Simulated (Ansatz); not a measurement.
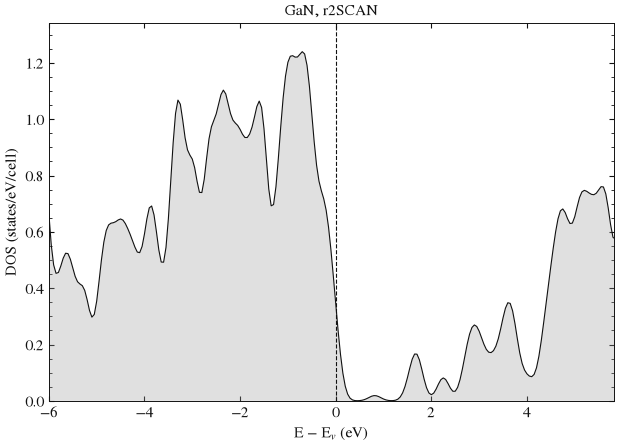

Density of states. Energies are counted from the top of the valence band. The curve is built from the levels of the k mesh with Gaussians 0.3 eV wide, which also blur the band edges.

System: GaN, space group R-3m, 2 atoms in the cell, rocksalt type, epitaxial (111) strain +2.5%.

Space group R-3m:H (No. 166). a = 3.056 Å, b = 3.056 Å, c = 7.250 Å, α = 90.00°, β = 90.00°, γ = 120.00°
| atom | site | symmetry | x | y | z |
| --- | --- | --- | --- | --- | --- |
| Ga | 3a | -3m | 0.0000 | 0.0000 | 0.0000 |
| N | 3b | -3m | 0.3333 | 0.6667 | 0.1667 |

Method: DFT, r2SCAN, plane waves, PAW, no spin polarisation, 10×10×10 k mesh (Ansatz 0.2.0).

Is there a gap at the Fermi level, and how wide?

There is a gap; over the k points computed it is 0.82 eV (indirect; the smallest direct gap is 2.54 eV).

The cell is at −9 GPa in this functional.
